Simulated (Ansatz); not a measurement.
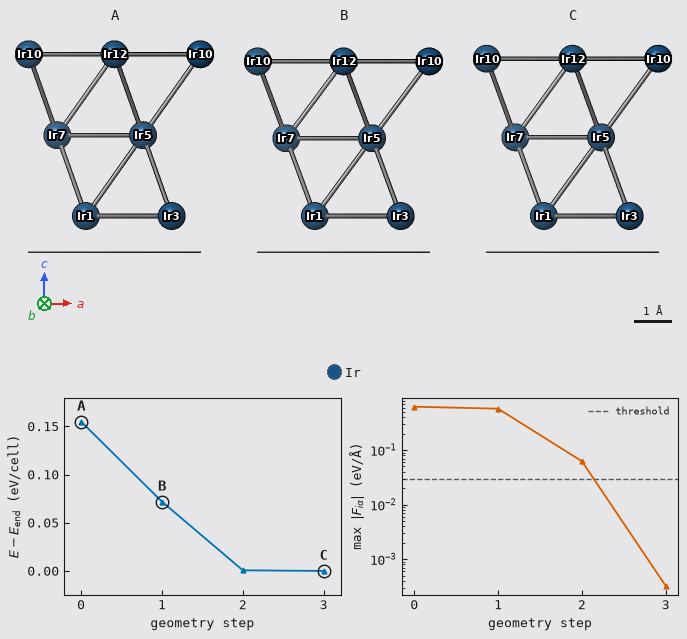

Frames of a constrained relaxation of a slab of composition Ir (cut from the Fm-3m phase), marked on the history of the run. A ball-and-stick model of the cell of the calculation, outlined in the plane, without the vacuum, seen along the b axis.

Case: clean slab, lower planes held. The slab is the (1 1 1) face of Ir. 4 atoms are held fixed.

All numbers below come from Ansatz 0.2.0, DFT PBE, scalar-relativistic, plane waves, PAW.

The input:
```yaml
crystal:
  lattice:
    - [5.473935605, 0.0, 0.0]
    - [-2.7369678025, 4.7405672926, 0.0]
    - [0.0, 0.0, 20.4694497057]
  atoms:
    - { symbol: Ir, position: [0.3333333333, 0.1666666667, 0.3908263346] }
    - { symbol: Ir, position: [0.3333333333, 0.6666666667, 0.3908263346] }
    - { symbol: Ir, position: [0.8333333333, 0.1666666667, 0.3908263346] }
    - { symbol: Ir, position: [0.8333333333, 0.6666666667, 0.3908263346] }
    - { symbol: Ir, position: [0.6666666667, 0.3333333333, 0.5] }
    - { symbol: Ir, position: [0.6666666667, 0.8333333333, 0.5] }
    - { symbol: Ir, position: [0.1666666667, 0.3333333333, 0.5] }
    - { symbol: Ir, position: [0.1666666667, 0.8333333333, 0.5] }
    - { symbol: Ir, position: [0.0, 0.5, 0.6091736654] }
    - { symbol: Ir, position: [0.0, 0.0, 0.6091736654] }
    - { symbol: Ir, position: [0.5, 0.5, 0.6091736654] }
    - { symbol: Ir, position: [0.5, 0.0, 0.6091736654] }
basis:
  ecutwfc: 420
kpoints:
  mp_grid: { grid: [4, 4, 1] }
hamiltonian:
  xc: pbe
scf:
  occupations: { method: gaussian, width: 0.1 }
output:
  forces: true
  eigenvalues: true
  write_density: true
  write_potential: true
  elf: true
  volumetric_format: npy
relax:
  adjacent_minimum: "off"
  f_tol: 0.03
  max_steps: 70
  constraints: [{ sites: [0, 1, 2, 3] }]
efield:
  axis: 3
  dipole_correction: true
  ramp_width: 0.04
```

Run as
```bash
ansatz run input.yaml --threads 4 --pin off --max-ram 10240MiB --backend cpu --events-out ev --progress --plain --runs-dir out
```

> What happens along the run?

Over 3 geometry steps the energy falls by 0.155 eV per cell of the calculation. The largest force component goes from 0.62 to 0.00032 eV/Å. The largest moves, 0.12 Å, are those of Ir9, Ir10, Ir11 and Ir12. Ir12 goes along the normal (−c). The lattice vectors keep their values. Near-neighbour distances that change, for instance: Ir1–Ir5 2.737 → 2.688 Å. From step 0 to 1: Ir atoms move most (0.20 Å), energy −83.0 meV per cell of the calculation. From step 1 to 3: Ir atoms move most (0.07 Å), energy −71.9 meV per cell of the calculation.

| step | E − E(0), meV/atom | largest force component, eV/Å |
| --- | --- | --- |
| 0 | 0.00 | 0.6237 |
| 1 | -6.92 | 0.5737 |
| 2 | -12.85 | 0.0624 |
| 3 | -12.91 | 0.0003 |
